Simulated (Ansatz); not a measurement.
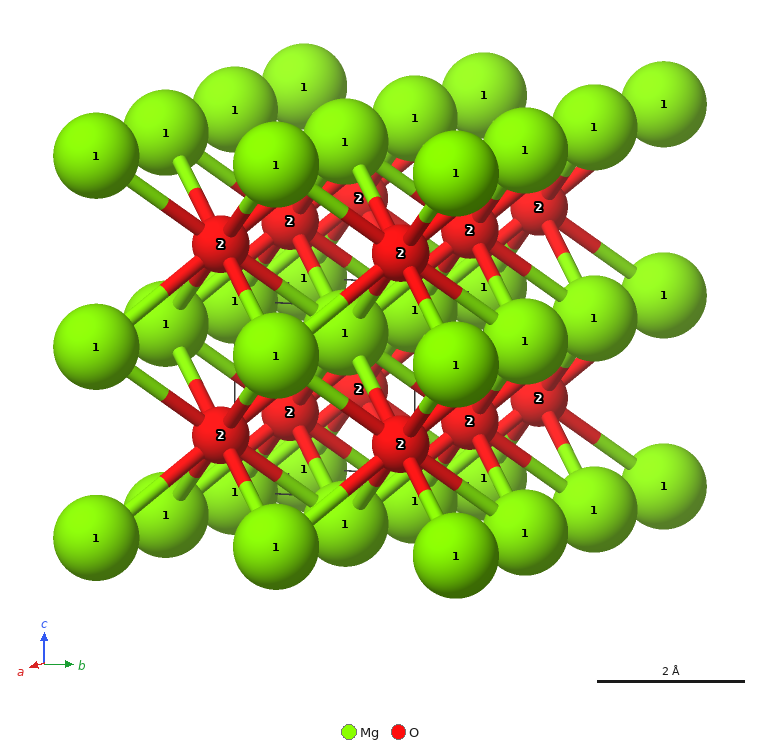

*The structure (ball-and-stick view of the cell of the calculation, repeated 3 × 2 × 2, seen slightly off an axis; atoms are numbered from 1 in the order of the input).*

Near neighbours in the crystal (not all of them lie inside the picture): Mg has 8 O at 2.27 Å; O has 8 Mg at 2.27 Å.

## Single-point calculation of MgO

The run: single-point calculation of MgO (Pm-3m, 2 atoms in the cell). Method and program: DFT, r2SCAN, plane waves, PAW, no spin polarisation (Ansatz 0.2.0).

The structure was built on a prototype by a generator. Some settings of this run were made unusual or wrong on purpose. The geometry comes from this level: r2SCAN. Figures and captions count atoms from 1; the log counts them from 0 in places.

**Input**
```yaml
crystal:
  lattice:
    - [2.6233491278, 0.0, 0.0]
    - [0.0, 2.6233491278, 0.0]
    - [0.0, 0.0, 2.6233491278]
  atoms:
    - { symbol: Mg, position: [0.0, 0.0, 0.0] }
    - { symbol: O, position: [0.5, 0.5, 0.5] }
kpoints:
  mp_grid: { grid: [6, 6, 6] }
hamiltonian:
  xc: r2scan
scf:
  occupations: { method: methfessel_paxton, width: 4 }
  n_extra_bands: 4
output:
  forces: true
  stress: true
  eigenvalues: true
```

Hardware: 4 threads of Intel Xeon @ 2.50GHz (Skylake/Cascade Lake), 189 GiB of memory available, shared host.

Command:
```bash
ansatz run input.yaml --threads 4 --pin off --max-ram 3686MiB --backend cpu --events-out ev --progress --plain --runs-dir out
```

**Log**
```
scf.n_extra_bands = 4 over 8 filled bands (N_el = 16.0): the run solves 12 bands
Engine: ansatz 0.2.0, x86_64-unknown-linux-gnu
Pseudopotentials: kind: paw
Pseudopotential: Mg, paw, valence charge 10, recommended cutoff 500 eV (meta_gga), Mg.paw.azcp
Pseudopotential: O, paw, valence charge 6, recommended cutoff 500 eV (meta_gga), O.paw.azcp
Functional definition: r2SCAN
  parameter k0 = 0.174
  parameter k1 = 0.065
  parameter a1 = 4.9479
  exchange = r2scan_x(k0 = k0, k1 = k1, a1 = a1)
  correlation = r2scan_c
Crystal: 2 atoms, lattice volume = 18.054 Å³
Basis set: ecut = 500 eV, 461 PW (Γ), exchange–correlation on 80×80×80 points (64 copies of the dense FFT grid, shifted against one another)
Bands: 12, of which v1, the nominal top of the filled ones, is band 8 counted from 1 (7 counted from 0)
Symmetry: 48 space group operations
Space group: Pm-3m (ITA 221), of the structure as read, at distance tolerance 2.6e-5 Å
k-points: 20 of 216
Non-local potential: Mg, projectors of the file, l = 0: 3, l = 1: 2, l = 2: 1
Non-local potential: O, projectors of the file, l = 0: 2, l = 1: 2, l = 2: 1
PAW form: soft (Blöchl's): semilocal exchange-correlation on the pseudo side does not see the compensation charge
PAW frozen core: Mg, regenerated for the run's functional (the file was generated under x = pbe(κ = 0.804, μ = 0.2195149727645171), c = pbe(β = 0.06672455060314922))
PAW frozen core: O, regenerated for the run's functional (the file was generated under x = pbe(κ = 0.804, μ = 0.2195149727645171), c = pbe(β = 0.06672455060314922))
PAW one-centre angular grid: Mg, 302 points (default); XC on 224 Gauss nodes
PAW one-centre angular grid: O, 302 points (default); XC on 160 Gauss nodes
Initial density: superposition of atomic densities (neutral atoms: chi_scale 0, normalization atom), corrected by the library's trained network
Initial wavefunctions: pseudopotential atomic-orbital guess
Functional: x = r2scan, c = r2scan; τ floored in thin density (d = 2e-4 eV/Å³)
SCF iter   1: F=—  HF=-2496.100905 eV  |F-HF|=—  |Δ(HF+E_count)|=         —  Δρ=1.19e-2  dr2=2.33e-2  dr2_τ=6.53e-2  ethr=1.77e-3  ⟨swp⟩=4.0  Hψ=1253  notcnv=0
preconditioner: auto → none  [insulator: Δε(μ)=3.420 eV  Ē_g=19.230 eV  σ=4.000 eV  W_gap=0.64  n_scr=6 (ndim 8)  ℏωp=24.7 eV  f_vac=0.000  D(μ)=0.10/eV (n_scr^D=0)  ε∞_Penn≈2.7]
SCF iter   2: F=—  HF=-2496.196757 eV  |F-HF|=—  |Δ(HF+E_count)|=   9.59e-2  S|Δr|=    0.00e0  Δρ=6.58e-3  dr2=3.50e-3  dr2_τ=5.65e-4  ethr=1.46e-4  ⟨swp⟩=2.1  Hψ=546  notcnv=0
SCF iter   3: F=—  HF=-2496.196754 eV  |F-HF|=—  |Δ(HF+E_count)|=   3.68e-6  S|Δr|=    0.00e0  Δρ=1.52e-3  dr2=3.89e-4  dr2_τ=4.74e-5  ethr=2.19e-5  ⟨swp⟩=1.1  Hψ=257  notcnv=0
SCF iter   4: F=—  HF=-2496.196719 eV  |F-HF|=—  |Δ(HF+E_count)|=   3.51e-5  S|Δr|=    0.00e0  Δρ=4.64e-4  dr2=3.58e-5  dr2_τ=2.95e-6  ethr=2.43e-6  ⟨swp⟩=2.1  Hψ=302  notcnv=0
SCF iter   5: F=—  HF=-2496.196711 eV  |F-HF|=—  |Δ(HF+E_count)|=   7.25e-6  S|Δr|=    0.00e0  Δρ=8.91e-5  dr2=8.61e-7  dr2_τ=9.79e-8  ethr=2.24e-7  ⟨swp⟩=2.0  Hψ=294  notcnv=0
SCF iter   6: F=-2496.196712 eV  HF=-2496.196712 eV  |F-HF|=4.01e-8  |Δ(HF+E_count)|=   2.30e-7  S|Δr|=    0.00e0  Δρ=1.85e-5  dr2=6.06e-8  dr2_τ=6.91e-9  ethr=6.25e-10  ⟨swp⟩=5.6  Hψ=1099  notcnv=0
SCF 1 converged in 6 iterations: F = -2496.196712 eV  dr2 = 6.06e-8
  greatest PAW one-centre occupation: 1.000 electrons in one spin orbital (limit 2), on the Mg atom at site 0 (counted from 0), in its partial waves of l = 0
```

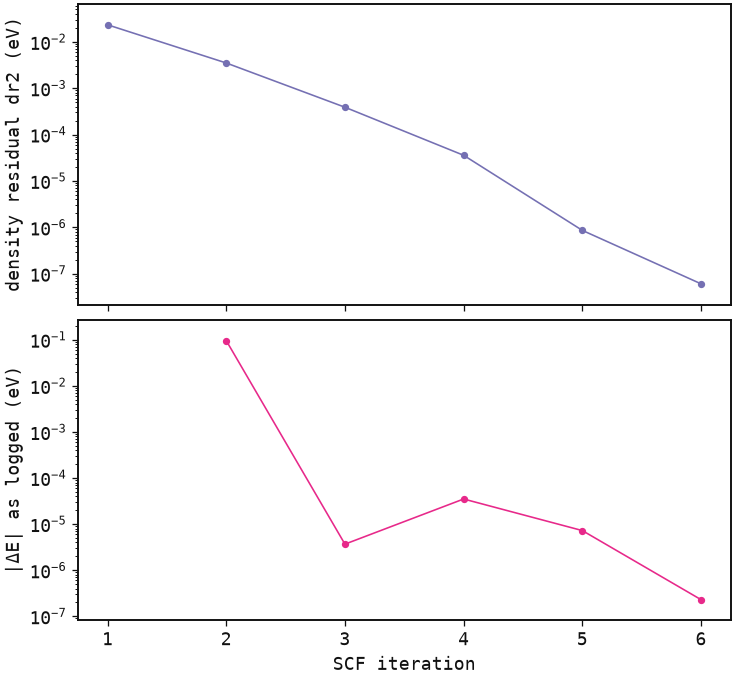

*Convergence of the self-consistent field: density residual dr2 and size of the energy change against the SCF iteration.*

The residual falls at every step.

```
SCF converged after 6 iterations
Stability not checked: this state was not tested for a lower state beside it, because cold or Methfessel-Paxton smearing, or corrected tetrahedra, fill the levels in a way that the test cannot read (fill_not_monotonic; see scf.lower_state_search)
Free energy (F): -2496.196712 eV
Harris-Foulkes:  -2496.196712 eV  (|F-HF|=4.01e-8)
Internal energy: -2497.571682 eV  (E = F + TS)
E sigma→0 (E₀):  -2496.540454 eV
Entropy (-TS):   1.374970 eV (687.485 meV/atom)
Fermi energy:    12.146404 eV
Step filling:    the computed levels leave a gap of 3.4530 eV = 0.9 smearing widths at the electron count; against every level under it full and every level over it empty, smearing changes F+E_penalty+E_count by +515.352 meV and its σ→0 estimate by +171.609 meV
--- Per-component energies (eV) ---
  E_band       = -307.136470
  E_kinetic    = 255.543189
  E_local      = -1540.241960  (includes V_loc(G=0)·N_el)
  E_nonlocal   = 142.259176
  E_hartree    = 527.416508
  E_xc         = -103.181879
  E_vxc        = -148.993653  (∫ρ·V_xc dr)
  E_paw        = -456.165368  (= ΣΔE_a)
  E_vpaw       = -80.195833  (= ΣTr[D̂ρ^β])
  E_aug_tail   = 0.000897  (compensation charges beyond the density's cutoff)
  E_vtau       = 9.661768  (kinetic-family band-sum trace: ∫τ·v_τ [+ j·A + Jᵃ·Aᵃ] dr)
  E_ewald      = -1323.144097
  E_core_change = -0.058149  (= ΣΔE_core)
  E_smearing   = 1.374970  (= −TS)
  E_closure    = 0.000000  (closes the sum)
  Σ components = -2496.196712   (vs F -2496.196712, Δ=0.00e0)
--- Forces (eV/Å), atoms counted from 1 ---
  atom   1  Mg    -0.00000000     0.00000000     0.00000000
  atom   2  O      0.00000000    -0.00000000     0.00000000
  max |Σ_I F_I| component: 1.89e-29 eV/Å
--- Stress (GPa, compression-positive) ---
       -7.042104       0.000000       0.000000
        0.000000      -7.042104       0.000000
        0.000000       0.000000      -7.042104
  P = ⅓ Tr σ = -7.0421 GPa (-70.421 kbar)
--- Band table (eV; the first three rows and the last of 20) ---
  k-point 0: bands = ["-67.7165", "-32.7609", "-32.7609", "-32.7609", "-9.6026", "8.9324", "8.9324", "8.9324", "13.4463", "21.4101", "21.4101", "31.8846"]
  k-point 1: bands = ["-67.7133", "-32.7940", "-32.7579", "-32.7579", "-9.3285", "7.0571", "9.0445", "9.0445", "14.7651", "21.9182", "22.0075", "31.3089"]
  k-point 2: bands = ["-67.7071", "-32.8597", "-32.7519", "-32.7519", "-8.7087", "4.4689", "9.2790", "9.2790", "16.7048", "21.6179", "23.7522", "29.9635"]
  k-point 19: bands = ["-67.6801", "-32.8523", "-32.8523", "-32.8523", "-6.6187", "6.1888", "6.1888", "6.1888", "18.4152", "18.4152", "18.4152", "27.9131"]
```

**What the run reported**

```json
{"quantity": "outcome", "value": "converged"}
{"quantity": "space group (tolerance 0.01 Å)", "value": "Pm-3m (221)"}
{"quantity": "electrons treated", "value": "16"}
{"quantity": "free energy", "value": "−2496.1967 eV"}
{"quantity": "Fermi energy", "value": "12.146 eV"}
{"quantity": "band gap", "value": "3.45 eV"}
{"quantity": "pressure", "value": "−7.04 GPa"}
{"quantity": "largest force (length of the vector)", "value": "under 0.001 eV/Å"}
{"quantity": "wall time", "value": "3.2 s (CPU time 3.1 s)"}
{"quantity": "peak memory", "value": "0.32 GiB"}
```

**Diagnosis**

Some settings of this run were drawn to be unusual or wrong. It converged; results that depend on the unusual settings are not reference values.
